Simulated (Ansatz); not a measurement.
```
CELL_PARAMETERS angstrom
4.49791 0.00000 0.00000
0.00000 0.00000 -4.49791
0.00000 4.49791 0.00000
ATOMIC_POSITIONS crystal
Ga 0.50000 0.50000 0.00000
Ga 0.00000 0.50000 0.50000
Ga 0.00000 0.00000 0.00000
Ga 0.50000 0.00000 0.50000
N 0.25000 0.75000 0.25000
N 0.75000 0.75000 0.75000
N 0.75000 0.25000 0.25000
N 0.25000 0.25000 0.75000
```

Space group F-43m; started from the zincblende prototype, which need not be the ambient phase.

Computed with Ansatz, DFT, PBEsol, plane waves, PAW.

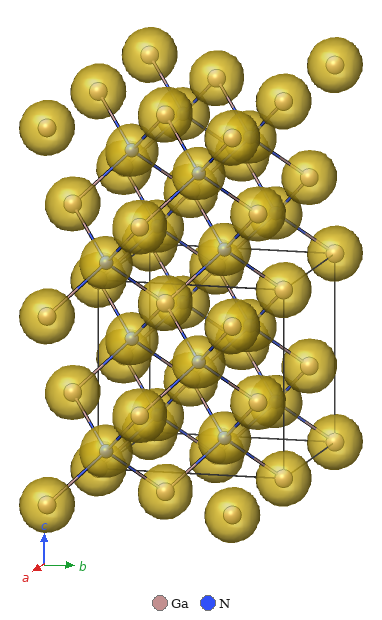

GaN. Isosurface of the valence pseudo-density at 1.5 e/Å³ (yellow), seen slightly off an axis. Sticks mark near contacts.

Core electrons are frozen (PAW), and the valence fields are smoothed inside the atomic spheres.

How is the density connected at this value?

Answer. At this value the density breaks into separate islands; it holds about 60 % of the electrons treated as valence (semicore included). It bridges none of the near contacts. It is pinched off along the sampled Ga–N (1.95 Å) contacts. On the grid the lowest density along these lines, outside the cores, is 0.73 e/Å³ (Ga–N, 1.95 Å).

Metal or insulator at this level of theory?

Answer. It is gapped, with a Kohn–Sham gap of 1.7 eV on the k-point mesh (the band edges may lie off the mesh, which would make the gap smaller).
